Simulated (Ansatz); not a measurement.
## What a change does: band-structure calculation on WS2

System: WS2 (R3m, 3 atoms in the cell).
Method of run 1: DFT, r2SCAN, plane waves, PAW, no spin polarisation (Ansatz 0.2.0).

The structure was built on a prototype by a generator. The geometry comes from this level: r2scan-rvv10. Text and figures count atoms from 1; the logs count them from 0 in places.

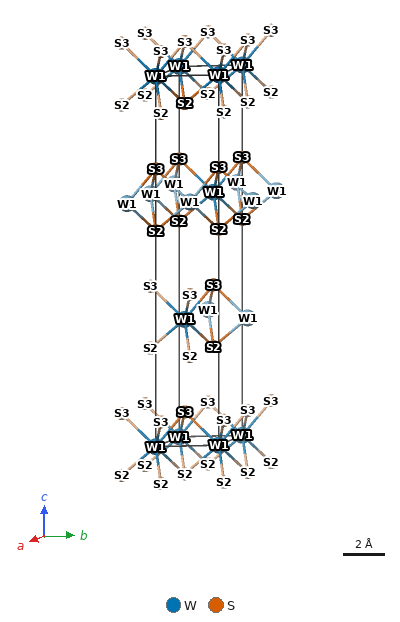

**Figure 1.** The input geometry (ball-and-stick view of the cell 3 times as large as that of the calculation, set on its symmetry axes, seen slightly off an axis; neighbours outside the cell are drawn fainter; atoms are numbered from 1 in the order of the input). Near neighbours in the crystal (not all of them lie inside the picture): W has 6 S at 2.41 Å; S has 3 W at 2.41 Å.

**The input, run 1**
```yaml
crystal:
  lattice:
    - [1.585886693, 0.9156121092, 6.2374696033]
    - [-1.585886693, 0.9156121092, 6.2374696033]
    - [0.0, -1.8312242183, 6.2374696033]
  atoms:
    - { symbol: W, position: [-1.15684e-05, -1.15684e-05, -1.15684e-05] }
    - { symbol: S, position: [0.4167981707, 0.4167981707, 0.4167981707] }
    - { symbol: S, position: [0.2498800644, 0.2498800644, 0.2498800644] }
kpoints:
  mp_grid: { grid: [10, 10, 10] }
  band_path:
    path:
      - [0.0, 0.0, 0.0]
      - [-0.5, -0.5, -0.5]
      - [-0.5, -0.1810319737, -0.8189680263]
      - [-0.1810319737, 0.1810319737, -0.5]
      - [0.0, 0.0, -0.5]
      - [0.0, 0.3405159868, -0.3405159868]
      - [-0.3405159868, 0.0, -0.6594840132]
      - [-0.5, 0.0, -0.5]
      - [0.0, 0.174479, -0.177083]
      - [-0.1629287763, 0.1629287763, -0.5]
    npoints: 1
hamiltonian:
  xc: r2scan
scf:
  occupations: { method: fixed }
  n_extra_bands: 4
output:
  forces: true
  stress: true
  eigenvalues: true
```

Command:
```bash
ansatz run input.yaml --threads 2 --pin off --max-ram 2764MiB --backend cpu --events-out ev --progress --plain --runs-dir out
```

Hardware: 2 threads of Arm Neoverse V2, 24 GiB of memory available, shared host.

**Output, shortened to warnings, some set-up lines, iterations and results (run 1)**
```
Basis set: ecut = 500 eV, 1373 PW (Γ), FFT grids on a1−a3, a2−a3, a3, exchange–correlation on 96×96×192 points (64 copies of the dense FFT grid, shifted against one another)
Symmetry: 6 space group operations
k-points: 116 of 1000 (time reversal used)
Initial density: superposition of atomic densities (neutral atoms: chi_scale 0, normalization atom), corrected by the library's trained network
[...]
SCF iter   1: F=—  HF=-12211.564143 eV  |F-HF|=—  |Δ(HF+E_count)|=         —  Δρ=7.91e-3  dr2=2.23e-2  dr2_τ=8.30e-2  ethr=1.77e-3  ⟨swp⟩=5.0  Hψ=9827  notcnv=0  defer=169
SCF iter   2: F=—  HF=-12211.638991 eV  |F-HF|=—  |Δ(HF+E_count)|=   7.48e-2  Δρ=5.90e-3  dr2=3.52e-2  dr2_τ=2.69e-3  ethr=8.56e-5  ⟨swp⟩=2.9  Hψ=4322  notcnv=0  defer=232
SCF iter   3: F=—  HF=-12211.636472 eV  |F-HF|=—  |Δ(HF+E_count)|=   2.52e-3  Δρ=3.59e-3  dr2=8.34e-3  dr2_τ=6.12e-4  ethr=8.56e-5  ⟨swp⟩=2.5  Hψ=3085  notcnv=0  defer=231
SCF iter   4: F=—  HF=-12211.637103 eV  |F-HF|=—  |Δ(HF+E_count)|=   6.31e-4  Δρ=1.56e-3  dr2=4.83e-4  dr2_τ=5.13e-5  ethr=3.21e-5  ⟨swp⟩=2.1  Hψ=2901  notcnv=0  defer=231
SCF iter   5: F=—  HF=-12211.637715 eV  |F-HF|=—  |Δ(HF+E_count)|=   6.12e-4  Δρ=3.84e-4  dr2=8.31e-5  dr2_τ=4.77e-6  ethr=1.86e-6  ⟨swp⟩=2.1  Hψ=3317  notcnv=0  defer=232
SCF iter   6: F=—  HF=-12211.637732 eV  |F-HF|=—  |Δ(HF+E_count)|=   1.67e-5  Δρ=1.21e-4  dr2=1.25e-5  dr2_τ=6.15e-7  ethr=3.19e-7  ⟨swp⟩=2.4  Hψ=2962  notcnv=0  defer=78
SCF iter   7: F=—  HF=-12211.637730 eV  |F-HF|=—  |Δ(HF+E_count)|=   1.95e-6  Δρ=4.14e-5  dr2=3.73e-7  dr2_τ=3.40e-8  ethr=4.79e-8  ⟨swp⟩=2.4  Hψ=2862  notcnv=0  defer=79
SCF iter   8: F=-12211.637730 eV  HF=-12211.637730 eV  |F-HF|=2.52e-8  |Δ(HF+E_count)|=   4.85e-7  Δρ=1.04e-5  dr2=2.46e-8  dr2_τ=1.76e-9  ethr=3.85e-10  ⟨swp⟩=8.8  Hψ=11623  …
SCF 1 converged in 8 iterations: F = -12211.637730 eV  dr2 = 2.46e-8
NSCF: frozen V_eff on 10 k-points
SCF converged after 8 iterations
Free energy (F): -12211.637730 eV
Harris-Foulkes:  -12211.637730 eV  (|F-HF|=2.52e-8)
Internal energy: -12211.637730 eV  (E = F + TS)
E sigma→0 (E₀):  -12211.637730 eV
Fermi energy:    11.270988 eV
--- Per-component energies (eV) ---
  E_band       = -215.765324
  E_kinetic    = 667.017874
  E_local      = -1812.554530  (includes V_loc(G=0)·N_el)
  E_nonlocal   = 57.797677
  E_hartree    = 721.766659
  E_xc         = -433.511007
  E_vxc        = -450.207969  (∫ρ·V_xc dr)
  E_paw        = -9812.214266  (= ΣΔE_a)
  E_vpaw       = -143.606672  (= ΣTr[D̂ρ^β])
  E_aug_tail   = -0.000048  (compensation charges beyond the density's cutoff)
  E_vtau       = 22.251785  (kinetic-family band-sum trace: ∫τ·v_τ [+ j·A + Jᵃ·Aᵃ] dr)
  E_ewald      = -1599.132605
  E_core_change = -0.807482  (= ΣΔE_core)
  E_smearing   = -0.000000  (= −TS)
  E_closure    = -0.000000  (closes the sum)
  Σ components = -12211.637730   (vs F -12211.637730, Δ=0.00e0)
--- Forces (eV/Å), atoms counted from 1 ---
  atom   1  W      0.00000000    -0.00000000    -0.00026057
  atom   2  S     -0.00000000    -0.00000000    -0.05348472
  atom   3  S     -0.00000000     0.00000000     0.05372594
  max |Σ_I F_I| component: 1.93e-5 eV/Å
--- Stress (GPa, compression-positive) ---
        1.304851       0.000000      -0.000000
        0.000000       1.304851      -0.000000
       -0.000000      -0.000000       1.113512
  P = ⅓ Tr σ = 1.2411 GPa (12.411 kbar)
```

For run 2 the input was changed thus:
```diff
-  xc: r2scan
+  xc: pbe
```

Predict how the results change.

The total energies belong to different methods, so their difference says nothing on which is more stable or more accurate. The gap on the mesh goes from 1.24 to 1.13 eV. The pressure goes from 1.24 to 3.27 GPa. The largest force goes from 0.054 to 0.194 eV/Å. The functional changes from r2SCAN to PBE. The number of SCF iterations is the same. The default cutoff goes from 500 to 420 eV with the change. The plane waves at Γ go from 1373 to 1041. On the same kind of shared host run 2 took about 0.48 times as long.

**Output, shortened to warnings, some set-up lines, iterations and results (run 2)**
```
Basis set: ecut = 420 eV, 1041 PW (Γ), FFT grids on a1−a3, a2−a3, a3, exchange–correlation on 48×48×90 points (8 copies of the dense FFT grid, shifted against one another)
Symmetry: 6 space group operations
k-points: 116 of 1000 (time reversal used)
Initial density: superposition of atomic densities (neutral atoms: chi_scale 0, normalization atom), corrected by the library's trained network
[...]
SCF iter   1: F=—  HF=-12191.387701 eV  |F-HF|=—  |Δ(HF+E_count)|=         —  Δρ=5.15e-3  dr2=8.19e-3  ethr=1.77e-3  ⟨swp⟩=5.0  Hψ=9819  notcnv=0  defer=166
SCF iter   2: F=—  HF=-12191.392551 eV  |F-HF|=—  |Δ(HF+E_count)|=   4.85e-3  Δρ=3.71e-3  dr2=1.54e-2  ethr=3.15e-5  ⟨swp⟩=2.6  Hψ=3929  notcnv=0  defer=232
SCF iter   3: F=—  HF=-12191.391378 eV  |F-HF|=—  |Δ(HF+E_count)|=   1.17e-3  Δρ=2.16e-3  dr2=2.73e-3  ethr=3.15e-5  ⟨swp⟩=2.4  Hψ=3062  notcnv=0  defer=232
SCF iter   4: F=—  HF=-12191.392128 eV  |F-HF|=—  |Δ(HF+E_count)|=   7.50e-4  Δρ=7.34e-4  dr2=1.51e-4  ethr=1.05e-5  ⟨swp⟩=2.1  Hψ=2782  notcnv=0  defer=232
SCF iter   5: F=—  HF=-12191.392278 eV  |F-HF|=—  |Δ(HF+E_count)|=   1.50e-4  Δρ=1.86e-4  dr2=2.64e-5  ethr=5.83e-7  ⟨swp⟩=2.0  Hψ=2961  notcnv=0  defer=210
SCF iter   6: F=—  HF=-12191.392276 eV  |F-HF|=—  |Δ(HF+E_count)|=   1.52e-6  Δρ=6.12e-5  dr2=1.56e-6  ethr=1.01e-7  ⟨swp⟩=2.1  Hψ=2670  notcnv=0
SCF iter   7: F=—  HF=-12191.392277 eV  |F-HF|=—  |Δ(HF+E_count)|=   1.26e-6  Δρ=1.44e-5  dr2=1.85e-7  ethr=5.99e-9  ⟨swp⟩=2.0  Hψ=3004  notcnv=0
SCF iter   8: F=-12191.392278 eV  HF=-12191.392277 eV  |F-HF|=1.19e-8  |Δ(HF+E_count)|=   8.93e-8  Δρ=3.51e-6  dr2=4.00e-9  ethr=3.85e-10  ⟨swp⟩=7.7  Hψ=9948  notcnv=0
SCF 1 converged in 8 iterations: F = -12191.392278 eV  dr2 = 4.00e-9
NSCF: frozen V_eff on 10 k-points
SCF converged after 8 iterations
Free energy (F): -12191.392278 eV
Harris-Foulkes:  -12191.392277 eV  (|F-HF|=1.19e-8)
Internal energy: -12191.392278 eV  (E = F + TS)
E sigma→0 (E₀):  -12191.392278 eV
Fermi energy:    11.396100 eV
--- Per-component energies (eV) ---
  E_band       = -195.213355
  E_kinetic    = 666.865962
  E_local      = -1812.926053  (includes V_loc(G=0)·N_el)
  E_nonlocal   = 57.386750
  E_hartree    = 721.973562
  E_xc         = -462.399805
  E_vxc        = -415.362973  (∫ρ·V_xc dr)
  E_paw        = -9763.160026  (= ΣΔE_a)
  E_vpaw       = -135.123098  (= ΣTr[D̂ρ^β])
  E_aug_tail   = -0.000061  (compensation charges beyond the density's cutoff)
  E_ewald      = -1599.132605
  E_smearing   = -0.000000  (= −TS)
  E_closure    = -0.000000  (closes the sum)
  Σ components = -12191.392278   (vs F -12191.392278, Δ=0.00e0)
--- Forces (eV/Å), atoms counted from 1 ---
  atom   1  W      0.00000000     0.00000000     0.00128936
  atom   2  S     -0.00000000     0.00000000     0.19291044
  atom   3  S      0.00000000    -0.00000000    -0.19420396
  max |Σ_I F_I| component: 4.17e-6 eV/Å
--- Stress (GPa, compression-positive) ---
        2.820812       0.000000      -0.000000
        0.000000       2.820812       0.000000
       -0.000000       0.000000       4.171888
  P = ⅓ Tr σ = 3.2712 GPa (32.712 kbar)
```

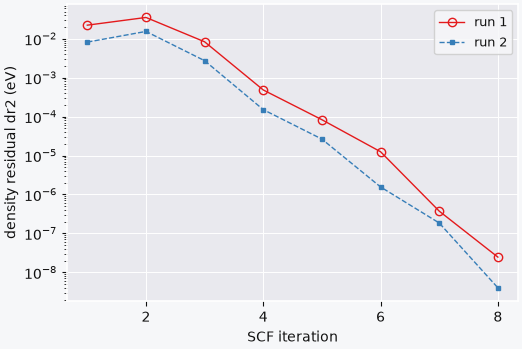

**Figure 2.** Convergence of the two runs: density residual dr2 against the SCF iteration. Run 1 takes 8 iterations in all, and run 2 takes 8.

**The two runs side by side**

| quantity | run 1 | run 2 |
| --- | --- | --- |
| outcome | converged | converged |
| free energy per atom (eV) | −4070.5459 | −4063.7974 |
| gap on the mesh (eV) | 1.24 | 1.13 |
| pressure (GPa) | 1.24 | 3.27 |
| largest force (eV/Å) | 0.054 | 0.194 |
| SCF iterations | 8 | 8 |
| irreducible k-points | 116 | 116 |
| plane waves at Γ | 1373 | 1041 |
| wall time (shared host) | 12 s | 5.8 s |

For both runs: Spin–orbit coupling is left out, which matters for W.
